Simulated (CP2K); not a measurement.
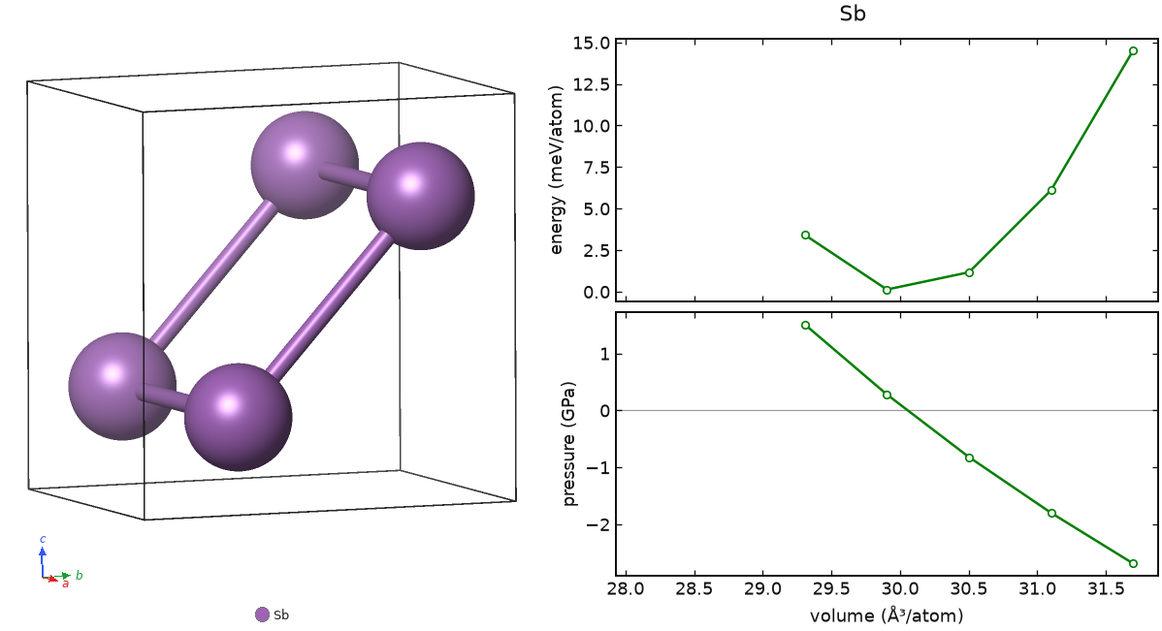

The picture above shows the energy and pressure against volume for Sb, space group P2_1/m (No. 11). The conventional cell is drawn beside the plot.

Cell as given: a = 3.122 Å, b = 4.348 Å, c = 4.406 Å, α = 90.00°, β = 90.51°, γ = 90.00°; 2 atoms.

Method: DFT in Gaussian orbitals with a plane-wave density, no spin polarisation; energies at scaled volumes of the given cell, shape and fractions fixed, counted from the fit's minimum, third-order Birch-Murnaghan fit (CP2K 2026.2). Level: PBEsol.

```json
{"setting": "k mesh", "value": "9×6×6"}
{"setting": "occupations", "value": "Fermi–Dirac"}
{"setting": "smearing width", "value": "0.05 eV"}
{"setting": "potentials", "value": "GTH PBE with UZH TZVP basis"}
{"setting": "density cutoff", "value": "6123 eV"}
{"setting": "program settings", "value": "ngrids 4, basis sets Sb TZVP-MOLOPT-PBE-GTH-q5, cutoff ry 450 Ry, rel cutoff ry 60 Ry"}
```

The points at volume 28.11 Å³/atom and 28.71 Å³/atom are left out of the plot. What values does the calculation give there?

```
volume (Å³/atom)  energy (meV/atom)  pressure (GPa)
           28.11              25.11            4.42
           28.71              11.55            2.88
```

Keep in mind: shape and atomic fractions are frozen while scaling, which makes layered, chain and framework solids too stiff.
